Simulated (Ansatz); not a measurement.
# A defect in a wire: Al wire along [110], 3 atoms a period, Ti in place of one Al, part 2 of 4

Aim: how much does this defect scatter, and at which energies?

Ansatz 0.2.0; DFT PBE, plane waves, PAW; relaxation of a wire's period (the session's first sound run).

So far. Step 2 (The relaxed wire): The cell's length comes to 2.501 Å with spin left out. That is -12 % against the start, more than a small adjustment.

## (3) The perfect wire

This step: DFT PBE, plane waves, PAW; channels and complex bands of a perfect wire (Ansatz 0.2.0).

At the relaxed period the Bloch states of the perfect wire are found at each energy: those that move forward count the open channels, and those that decay describe how a disturbance dies away inside the wire itself. An energy step of 0.035 eV is under the 0.039 eV that the program asks for its thermal average at 300 K.

input.yaml

```yaml
crystal:
  lattice:
    - [8.82, 0.0, 0.0]
    - [0.0, 9.657, 0.0]
    - [0.0, 0.0, 2.5005734463]
  atoms:
    - { symbol: Al, position: [0.38056872, 0.352254387, 0.0] }
    - { symbol: Al, position: [0.624350088, 0.499985057, 0.5] }
    - { symbol: Al, position: [0.38056872, 0.647715727, 0.0] }
kpoints:
  mp_grid: { grid: [1, 1, 32] }
scf:
  occupations: { method: fermi_dirac, width: 0.05 }
hamiltonian:
  xc: pbe
output:
  transmission:
    e_range: [-1.26, 1.26]
    de: 0.035
    kmesh: [1, 1]
    reduced_basis: true
    leads: [[0, 0]]
basis:
  ecutwfc: "350 eV"
```

Launch:

```bash
> ansatz run input.yaml --threads 4 --pin off --max-ram 16384MiB --backend cpu --events-out ev --progress --plain --runs-dir out
```

Numbers of over 12 decimals in the logs are rounded to 6 here.

Output:

```text
Warning: basis.ecutwfc = 350 eV is below the records' recommended 420 eV, and the density's cutoff is lower with it unless basis.ecutrho_ratio is high enough to keep the records' density cutoff: compare with a run at a higher cutoff
[...]
Crystal: 3 atoms, lattice volume = 212.986 Å³
Basis set: ecut = 350 eV, 3161 PW (Γ)
Bands: 9, of which v1, the nominal top of the filled ones, is band 5 counted from 1 (4 counted from 0)
Symmetry: 4 space group operations
[...]
k-points: 17 of 32
[...]
SCF iter   1: F=—  HF=-1609.849524 eV  |F-HF|=—  |Δ(HF+E_count)|=         —  Δρ=1.61e-3  dr2=1.95e-2  ethr=1.77e-3  ⟨swp⟩=8.3  Hψ=1517  notcnv=0
[...]
SCF iter   6: F=-1609.848694 eV  HF=-1609.848694 eV  |F-HF|=2.04e-8  |Δ(HF+E_count)|=   9.22e-8  Δρ=2.34e-6  dr2=5.16e-8  ethr=1.11e-9  ⟨swp⟩=4.2  Hψ=748  notcnv=0
SCF 1 converged in 6 iterations: F = -1609.848694 eV  dr2 = 5.16e-8
[...]
transmission: 3 of 18 steps passed
transmission: 6 of 18 steps passed
[...]
transmission: 18 of 18 steps passed
SCF converged after 6 iterations
Free energy (F): -1609.848694 eV
[...]
Internal energy: -1609.834023 eV  (E = F + TS)
E sigma→0 (E₀):  -1609.841359 eV
Entropy (-TS):   -0.014671 eV (-4.890 meV/atom)
Fermi energy:    -1.529019 eV
[...]
--- Band table (eV; the first three rows and the last of 17) ---
[...]
--- Transmission ---
  basis      : 619 plane waves across, 3 finite elements along
  points     : 1, standing for a mesh of 1 x 1
  filling    : by the input's occupations and mesh, since the crystals that have channels conduct as metals do. If one of these is a semiconductor, that mesh has misplaced its level
  energies   : 73 from -1.260000 to 1.260000 eV about the Fermi level, 0.035000 eV apart; the leads are filled to 0.000000 eV, and channels, transmission and decay are at 0.000000 eV
  crystal 0  : Al3, at the sites [0, 0], period 2.5006 Å: whole cells are its period
    offset         : up to 0.0000 Å between an atom of the period and one for which it stands
    filled         : 12.2 meV over the level at which it is neutral
    channels       : 5.000000e0 a spin
    conductance    : 4.5483e14 S/m² at 300 K; may be off by some 0.0 % by where its bands' edges are placed, 0.0 % from the distance to neutral
```

Elapsed: 20 s, on 4 threads of Arm Neoverse V1, shared host; peak memory 0.59 GiB; 65 s of CPU time.

This step gave:

```yaml
energy_at_zero_smearing: -1609.8414 eV
channels_at_the_energy_nearest_the_fermi_level_one_spin: 5
conductance_of_the_lead_as_this_run_defines_it: 5.000 G₀
band_gap: 0 eV
```

The open channels of the lead, one spin by energy, zero at the Fermi level:

```csv
energy (eV),"open channels of the lead, one spin"
-1.2600,2
-1.0150,3
-0.7350,4
-0.4900,3
-0.2450,5
0.0000,5
0.2450,5
0.4900,4
0.7350,4
1.0150,2
1.2600,6
```

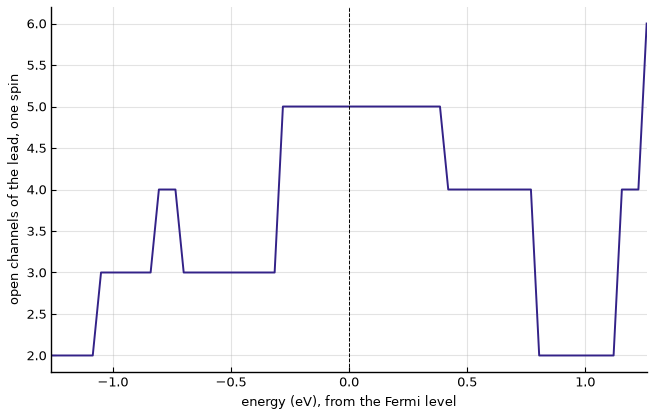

Open channels of the lead, one spin against energy.

The slowest values at each energy, most degenerate partners merged, listed up to 1.5 1/Å. Im kz of the slowest decaying states against energy, zero at the Fermi level:

```csv
energy (eV),decay 1 (Å⁻¹),decay 2 (Å⁻¹),decay 3 (Å⁻¹),decay 4 (Å⁻¹)
-1.015,0.0824,0.229,0.995,1.01
-0.490,0.0543,0.0750,0.918,0.935
0.000,0.107,0.839,0.861,0.918
0.490,0.0297,0.102,0.752,0.779
1.015,0.0326,0.0331,0.0515,0.646
```

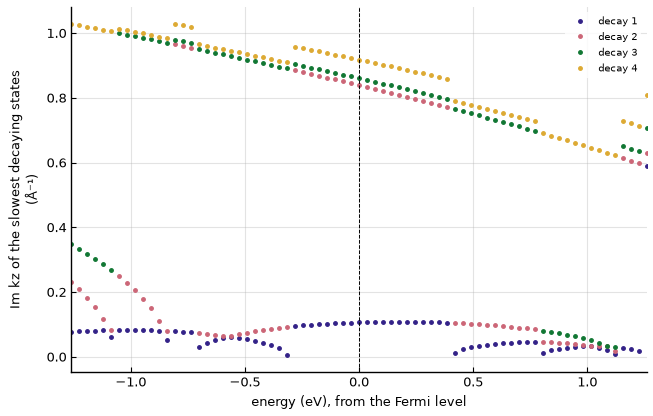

Im kz of the slowest decaying states, plotted against energy.

By hand: the program gives 4.5483 × 10^14 S/m² over the cell's cross-section of 85.17 Å² = 8.517 × 10^-19 m², so one cell conducts 3.874 × 10^-4 S. Divided by G0 = 2e²/h = 7.748 × 10^-5 S this is 5.00 G0, a resistance of 2.58 kΩ.

At the computed energy nearest the Fermi level there are 5 channels a spin, and the thermal average gives 5.00 G₀.

## (4) Relaxing the junction

This step: DFT PBE, plane waves, PAW; relaxation of a junction in a wire, ends held (Ansatz 0.2.0).

System of this step: Al wire along [110], 3 atoms a period, Ti in place of one Al. The cell holds 27 atoms: 26 Al and 1 Ti. Cell: a = 8.820 Å, b = 9.657 Å, c = 22.505 Å, α = 90.0°, β = 90.0°, γ = 90.0°. Regions: held atoms, 18 atoms (18 Al); free atoms, 9 atoms (8 Al and 1 Ti). Vacuum lies along a and b. The structure's axis is c.

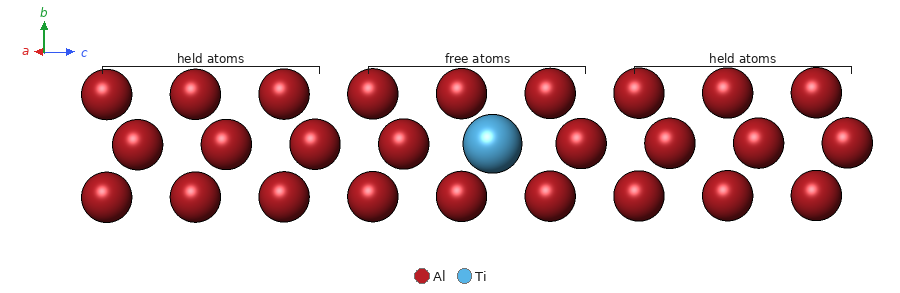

The cell of this step (aluminium red, titanium blue).

9 atoms at the defect are free to relax, while 18 stay where the perfect wire has them, so that the ends still repeat as a lead. The cutoff is set under the files' recommended one to save time.

input.yaml

```yaml
crystal:
  lattice:
    - [8.82, 0.0, 0.0]
    - [0.0, 9.657, 0.0]
    - [0.0, 0.0, 22.5051610169]
  atoms:
    - { symbol: Al, position: [0.38056872, 0.352254387, 0.0] }
    - { symbol: Al, position: [0.624350088, 0.499985057, 0.055555556] }
    - { symbol: Al, position: [0.38056872, 0.647715727, 0.0] }
    - { symbol: Al, position: [0.38056872, 0.352254387, 0.111111111] }
    - { symbol: Al, position: [0.624350088, 0.499985057, 0.166666667] }
    - { symbol: Al, position: [0.38056872, 0.647715727, 0.111111111] }
    - { symbol: Al, position: [0.38056872, 0.352254387, 0.222222222] }
    - { symbol: Al, position: [0.624350088, 0.499985057, 0.277777778] }
    - { symbol: Al, position: [0.38056872, 0.647715727, 0.222222222] }
    - { symbol: Al, position: [0.38056872, 0.352254387, 0.333333333] }
    - { symbol: Al, position: [0.624350088, 0.499985057, 0.388888889] }
    - { symbol: Al, position: [0.38056872, 0.647715727, 0.333333333] }
    - { symbol: Al, position: [0.38056872, 0.352254387, 0.444444444] }
    - { symbol: Ti, position: [0.624350088, 0.499985057, 0.5], spin: 2.0 }
    - { symbol: Al, position: [0.38056872, 0.647715727, 0.444444444] }
    - { symbol: Al, position: [0.38056872, 0.352254387, 0.555555556] }
    - { symbol: Al, position: [0.624350088, 0.499985057, 0.611111111] }
    - { symbol: Al, position: [0.38056872, 0.647715727, 0.555555556] }
    - { symbol: Al, position: [0.38056872, 0.352254387, 0.666666667] }
    - { symbol: Al, position: [0.624350088, 0.499985057, 0.722222222] }
    - { symbol: Al, position: [0.38056872, 0.647715727, 0.666666667] }
    - { symbol: Al, position: [0.38056872, 0.352254387, 0.777777778] }
    - { symbol: Al, position: [0.624350088, 0.499985057, 0.833333333] }
    - { symbol: Al, position: [0.38056872, 0.647715727, 0.777777778] }
    - { symbol: Al, position: [0.38056872, 0.352254387, 0.888888889] }
    - { symbol: Al, position: [0.624350088, 0.499985057, 0.944444444] }
    - { symbol: Al, position: [0.38056872, 0.647715727, 0.888888889] }
magnetization:
  spin_polarized: true
kpoints:
  mp_grid: { grid: [1, 1, 2] }
scf:
  occupations: { method: fermi_dirac, width: 0.1 }
hamiltonian:
  xc: pbe
relax:
  constraints:
    - { sites: [0, 1, 2, 3, 4, 5, 6, 7, 8, 18, 19, 20, 21, 22, 23, 24, 25, 26] }
  f_tol: 0.06
  max_steps: 35
basis:
  ecutwfc: "350 eV"
```

Output:

```text
[...]
Warning: crystal.symmetry: narrowed to the stabiliser of the relax constraints — unitary ops 4 → 2; lowered at sites 9, 11, 18, 20 (the operations that carried what is held of a site onto what its image site leaves free; the constrained walk keeps no symmetry that its constraints do not admit)
[...]
Crystal: 27 atoms, lattice volume = 1916.871 Å³
Basis set: ecut = 350 eV, 28495 PW (Γ), exchange–correlation on 108×120×288 points (8 copies of the dense FFT grid, shifted against one another)
Bands: 73, of which v1, the nominal top of the filled ones, is band 45 counted from 1 (44 counted from 0)
Symmetry: 2 space group operations
k-points: 2
[...]
Starting moments: Σ|m| = 2 μB on 1 of 27 sites
[...]
SCF iter   1: F=—  HF=-16456.209963 eV  |F-HF|=—  |Δ(HF+E_count)|=         —  Δρ=1.02e-2 (↑1.02e-2 ↓1.02e-2)  dr2=2.55e1  dr2_m=1.86e-1  M=1.497 μB ∫|m|=2.327 μB  β_m=0.30  ethr=3.10e-3  ⟨swp⟩=9.5  Hψ=1803  notcnv=0
[...]
spin=Collinear: LDOS preconditioning applied to the charge; magnetization (m = ρ↑ − ρ↓) channel mixes plain (no charge-response kernel on spin).
SCF iter   2: F=—  HF=-16452.547003 eV  |F-HF|=—  |Δ(HF+E_count)|=    3.66e0  Δρ=7.19e-3 (↑7.19e-3 ↓7.05e-3)  dr2=1.05e1  dr2_m=1.18e-1  M=1.450 μB ∫|m|=2.389 μB  β_m=0.56  ethr=3.10e-3  ⟨swp⟩=3.0  Hψ=579  notcnv=0  defer=10
[...]
SCF iter  11: F=-16450.218676 eV  HF=-16450.218675 eV  |F-HF|=8.38e-7  |Δ(HF+E_count)|=   6.21e-6  Δρ=4.37e-6 (↑4.37e-6 ↓3.86e-6)  dr2=3.28e-7  dr2_m=2.57e-7  M=0.986 μB ∫|m|=1.752 μB  ethr=6.05e-9  ⟨swp⟩=1.0  Hψ=786  notcnv=0
SCF 1 converged in 11 iterations: F = -16450.218676 eV  dr2 = 3.28e-7
[...]
relax step   1: F+E_penalty+E_count = -16450.21867570 eV  Δ(F+E_penalty+E_count) = +0.000e0 eV  max|allowed force component| = 9.122e-1 eV/Å  Δτ_max = 0.0000 Å  (11 SCF iters, dr2 threshold 9.00e-5 eV, accepted)
[...]
Starting moments: Σ|m| = 2 μB on 1 of 27 sites; this step starts from the density that it was given
[...]
SCF iter  12: F=-16450.452687 eV  HF=-16450.452687 eV  |F-HF|=6.26e-9  |Δ(HF+E_count)|=   5.47e-7  Δρ=1.06e-6 (↑7.72e-7 ↓1.06e-6)  dr2=3.69e-8  dr2_m=1.10e-8  M=0.002 μB ∫|m|=0.004 μB  ethr=1.25e-10  ⟨swp⟩=1.0  Hψ=965  notcnv=0
WARN: the starting moments were not kept: the SCF closed with an absolute magnetisation of 3.5e-3 μB, where they sum to 2 μB in size (1 site). That is at most 0.1 of that sum. Measured as dr2_m measures the in/out step, that magnetisation stands 5.0e-7 eV from none, at or under the dr2_threshold of 5.2e-5 eV: it is no larger than a step whose dr2_m would equal this threshold. The system may hold no moment; this SCF s [...]
SCF 2 converged in 12 iterations: F = -16450.452687 eV  dr2 = 3.69e-8
relax step   2: F+E_penalty+E_count = -16450.45268652 eV  Δ(F+E_penalty+E_count) = -2.340e-1 eV  max|allowed force component| = 4.468e-1 eV/Å  Δτ_max = 0.1794 Å  (12 SCF iters, dr2 threshold 5.20e-5 eV, accepted)
[...]
SCF iter   8: F=-16450.611474 eV  HF=-16450.611474 eV  |F-HF|=1.92e-8  |Δ(HF+E_count)|=   1.33e-7  Δρ=1.19e-6 (↑7.07e-7 ↓1.19e-6)  dr2=6.30e-8  dr2_m=7.37e-9  M=-0.001 μB ∫|m|=0.001 μB  ethr=6.25e-10  ⟨swp⟩=1.0  Hψ=803  notcnv=0
the starting moments were not kept: the SCF closed with an absolute magnetisation of 1.4e-3 μB, where they sum to 2 μB in size (1 site). That is at most 0.1 of that sum. Measured as dr2_m measures the in/out step, that magnetisation stands 8.9e-8 eV from none, at or under the dr2_threshold of 1.2e-5 eV: it is no larger than a step whose dr2_m would equal this threshold.
SCF 3 converged in 8 iterations: F = -16450.611474 eV  dr2 = 6.30e-8
relax step   3: F+E_penalty+E_count = -16450.61147413 eV  Δ(F+E_penalty+E_count) = -1.588e-1 eV  max|allowed force component| = 1.841e-1 eV/Å  Δτ_max = 0.1964 Å  (8 SCF iters, dr2 threshold 1.25e-5 eV, accepted)
[...]
relax step   4: F+E_penalty+E_count = -16450.76739268 eV  Δ(F+E_penalty+E_count) = -1.559e-1 eV  max|allowed force component| = 1.954e-1 eV/Å  Δτ_max = 0.1951 Å  (9 SCF iters, dr2 threshold 5.75e-6 eV, accepted)
[...]
relax step   5: F+E_penalty+E_count = -16450.86153683 eV  Δ(F+E_penalty+E_count) = -9.414e-2 eV  max|allowed force component| = 1.270e-1 eV/Å  Δτ_max = 0.1975 Å  (9 SCF iters, dr2 threshold 6.48e-6 eV, accepted)
[...]
relax step   6: F+E_penalty+E_count = -16450.91741262 eV  Δ(F+E_penalty+E_count) = -5.588e-2 eV  max|allowed force component| = 1.160e-1 eV/Å  Δτ_max = 0.2000 Å  (9 SCF iters, dr2 threshold 6.82e-6 eV, accepted)
[...]
relax step   7: F+E_penalty+E_count = -16450.94496592 eV  Δ(F+E_penalty+E_count) = -2.755e-2 eV  max|allowed force component| = 9.632e-2 eV/Å  Δτ_max = 0.1923 Å  (9 SCF iters, dr2 threshold 5.68e-6 eV, accepted)
[...]
relax step   8: F+E_penalty+E_count = -16450.94960071 eV  Δ(F+E_penalty+E_count) = -4.635e-3 eV  max|allowed force component| = 7.077e-2 eV/Å  Δτ_max = 0.0734 Å  (7 SCF iters, dr2 threshold 6.40e-6 eV, accepted)
[...]
relax step   9: F+E_penalty+E_count = -16450.95015270 eV  Δ(F+E_penalty+E_count) = -5.520e-4 eV  max|allowed force component| = 6.484e-2 eV/Å  Δτ_max = 0.0353 Å  (9 SCF iters, accepted)
SCF iter   1: F=—  HF=-16450.950411 eV  |F-HF|=—  |Δ(HF+E_count)|=         —  Δρ=2.31e-4 (↑2.30e-4 ↓2.31e-4)  dr2=7.17e-4  dr2_m=8.18e-4  M=0.001 μB ∫|m|=0.005 μB  β_m=0.65  ethr=3.52e-6  ⟨swp⟩=2.0  Hψ=652  notcnv=0  defer=2
[...]
SCF iter   8: F=-16450.951061 eV  HF=-16450.951061 eV  |F-HF|=1.24e-10  |Δ(HF+E_count)|=  7.46e-10  Δρ=7.03e-8 (↑7.03e-8 ↓3.56e-8)  dr2=2.20e-10  dr2_m=2.41e-11  M=0.000 μB ∫|m|=0.000 μB  ethr=1.35e-12  ⟨swp⟩=1.0  Hψ=796  notcnv=0
[...]
SCF 10 converged in 8 iterations: F = -16450.951061 eV  dr2 = 2.20e-10
relax step  10: F+E_penalty+E_count = -16450.95106073 eV  Δ(F+E_penalty+E_count) = -9.080e-4 eV  max|allowed force component| = 2.607e-2 eV/Å  Δτ_max = 0.0134 Å  (8 SCF iters, accepted)
SCF converged after 8 iterations
Magnetization: 0.0000 μB (45.0000 up, 45.0000 down)
Absolute magnetization: 0.0001 μB (∫|ρ↑−ρ↓|, with the PAW one-centre terms)
[...]
Per-site moments (μB) at R_I (Å): [(-1.0133636170601205e-7, 1.031487), (1.4869280332614407e-8, 1.031487), (-1.0133636178238586e-7, 1.031487), (-4.400182243358455e-9, 1.031487), (1.983493986378386e-7, 1.031487), (-4.4001823017790255e-9, 1.031487), (1.0056350830892962e-6, 1.031487), (2.961259208698849e-7, 1.031487), (1.0056350830822023e-6, 1.031487), (-7.373358765683785e-8, 1.057877), (-3.2153307872807675e-8, 1.042592) [...]
Free energy (F): -16450.951061 eV
[...]
Internal energy: -16450.467079 eV  (E = F + TS)
E sigma→0 (E₀):  -16450.709070 eV
Entropy (-TS):   -0.483982 eV (-17.925 meV/atom)
Fermi energy:    -1.403411 eV
[...]
--- Forces (eV/Å), atoms counted from 1 ---
  atom   1  Al    -0.00107470    -0.06993086    -0.02613112
  atom   2  Al    -0.00496543     0.00000000     0.00336296
  atom   3  Al    -0.00107470     0.06993086    -0.02613112
  atom   4  Al     0.03941185    -0.14991110     0.00011702
  atom   5  Al    -0.07057143     0.00000000    -0.14393769
  atom   6  Al     0.03941185     0.14991110     0.00011702
  atom   7  Al     0.10964261    -0.15350027     0.19659531
  atom   8  Al    -0.24198217     0.00000000    -0.00774234
  atom   9  Al     0.10964261     0.15350027     0.19659531
  atom  10  Al     0.00061403     0.00017805    -0.00461507
  atom  11  Al     0.00403119     0.00000000     0.00369693
  atom  12  Al     0.00061403    -0.00017805    -0.00461507
  atom  13  Al    -0.01057789    -0.00740356    -0.01011208
  atom  14  Ti     0.00926674     0.00000000     0.02607438
  atom  15  Al    -0.01057789     0.00740356    -0.01011208
  atom  16  Al     0.00434919     0.00478771     0.00236023
  atom  17  Al    -0.00236287     0.00000000    -0.00481063
  atom  18  Al     0.00434919    -0.00478771     0.00236023
  atom  19  Al     0.02042995     0.33491582    -0.29961202
  atom  20  Al    -0.19600885     0.00000000     0.03051333
  atom  21  Al     0.02042995    -0.33491582    -0.29961202
  atom  22  Al     0.10185936    -0.13708304     0.07341281
  atom  23  Al    -0.04990540     0.00000000     0.10096097
  atom  24  Al     0.10185936     0.13708304     0.07341281
  atom  25  Al     0.03277466    -0.14995383     0.06875789
  atom  26  Al    -0.04237233     0.00000000    -0.00966451
  atom  27  Al     0.03277466     0.14995383     0.06875789
  max |Σ_I F_I| component: 1.24e-5 eV/Å
--- Relaxed structure (10 steps of the walk, 10 accepted, 0 SCFs on fresh bases) ---
  F+E_penalty+E_count = -16450.95106073 eV   max|allowed force component| = 2.607e-2 eV/Å
  atoms:
    - { symbol: Al, position: [0.38056872, 0.352254, 0.0] }
    - { symbol: Al, position: [0.624350088, 0.499985, 0.055556] }
    - { symbol: Al, position: [0.38056872, 0.647715727, 0.0] }
    - { symbol: Al, position: [0.38056872, 0.352254, 0.111111111] }
    - { symbol: Al, position: [0.624350088, 0.499985, 0.166667] }
    - { symbol: Al, position: [0.38056872, 0.647715727, 0.111111111] }
    - { symbol: Al, position: [0.38056872, 0.352254, 0.222222222] }
    - { symbol: Al, position: [0.624350088, 0.499985, 0.277777778] }
    - { symbol: Al, position: [0.38056872, 0.647715727, 0.222222222] }
    - { symbol: Al, position: [0.375491, 0.362784, 0.336976] }
    - { symbol: Al, position: [0.718151, 0.499985, 0.383898] }
    - { symbol: Al, position: [0.375491, 0.637186, 0.336976] }
    - { symbol: Al, position: [0.499982, 0.343768, 0.439633] }
    - { symbol: Ti, position: [0.682480, 0.499985, 0.500838] }
    - { symbol: Al, position: [0.499982, 0.656202, 0.439633] }
    - { symbol: Al, position: [0.499192, 0.347945, 0.563001] }
    - { symbol: Al, position: [0.725544, 0.499985, 0.617076] }
    - { symbol: Al, position: [0.499192, 0.652025, 0.563001] }
    - { symbol: Al, position: [0.38056872, 0.352254, 0.666667] }
    - { symbol: Al, position: [0.624350088, 0.499985, 0.722222] }
    - { symbol: Al, position: [0.38056872, 0.647715727, 0.666667] }
    - { symbol: Al, position: [0.38056872, 0.352254, 0.777778] }
    - { symbol: Al, position: [0.624350088, 0.499985, 0.833333] }
    - { symbol: Al, position: [0.38056872, 0.647715727, 0.777778] }
    - { symbol: Al, position: [0.38056872, 0.352254, 0.888889] }
    - { symbol: Al, position: [0.624350088, 0.499985, 0.944444444] }
    - { symbol: Al, position: [0.38056872, 0.647715727, 0.888889] }
```

Wall time 2.2 min (4 threads); peak memory 2.5 GiB.

Step by step:

```csv
step,energy less that of the first step (eV),largest force component (eV/Å)
1,0.0000,0.9122
2,-0.2340,0.4468
3,-0.3928,0.1841
4,-0.5487,0.1954
5,-0.6429,0.1270
6,-0.6987,0.1160
7,-0.7263,0.0963
8,-0.7309,0.0708
9,-0.7315,0.0648
10,-0.7324,0.0261
```

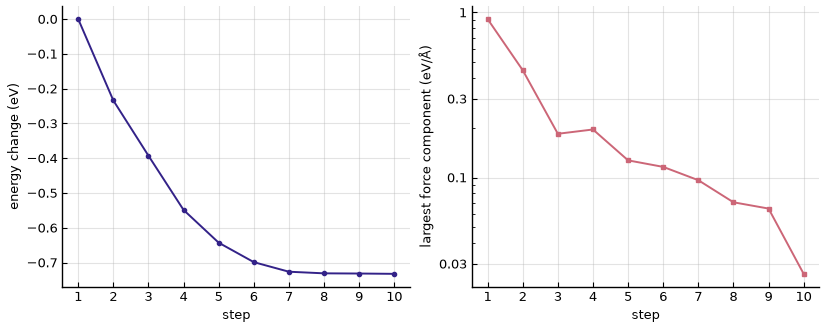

Energy and largest force along the relaxation.

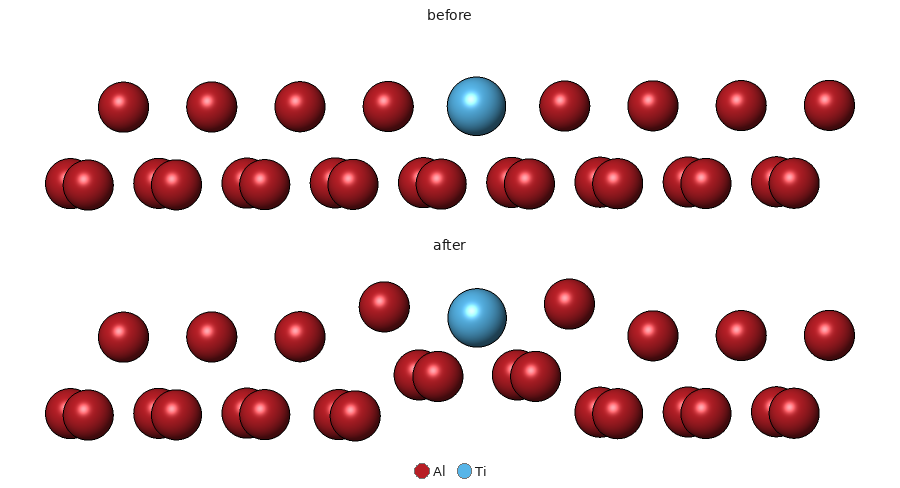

The structure before and after the relaxation, drawn at the same scale.

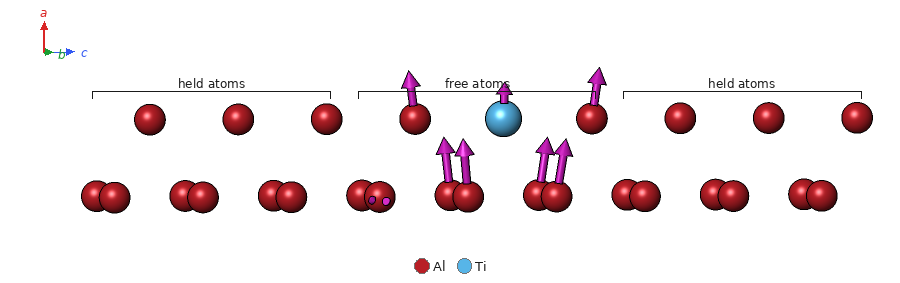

Displacements in the relaxation, exaggerated; the longest in the cell stands for 1.06 Å.

The atoms that moved most (Å):

```csv
atom,dx,dy,dz,length
Al13,1.053,-0.082,-0.108,1.062
Al15,1.053,0.082,-0.108,1.062
Al16,1.046,-0.042,0.168,1.060
Al18,1.046,0.042,0.168,1.060
Al17,0.893,0.000,0.134,0.903
Al11,0.827,0.000,-0.112,0.835
Ti14,0.513,0.000,0.019,0.513
Al12,-0.045,-0.102,0.082,0.138
```

This step gave:

| Property | Result |
| --- | --- |
| energy at zero smearing | -16450.7091 eV |

The largest force component on a free atom ends at 0.026 eV/Å, under the limit of 0.06. Ti ends nearest to Al at 2.59 Å, Al at 2.59 Å, Al at 2.60 Å, Al at 2.60 Å, Al at 2.64 Å and Al at 2.65 Å. 6 atoms of the wire itself, hydrogen apart, moved by over 0.45 Å, up to 1.06 Å.

(Part 2 of 4 ends here.)

[Logs are printed without paths, hosts, clocks, repeated set-up lines and the standing remarks that a program may print on its own settings, such as how far it seeks lower states.]

[Hosts, paths, dates, database ids (printed as entryN), source tags and the programs' standing remarks are cut or masked in the printed files.]
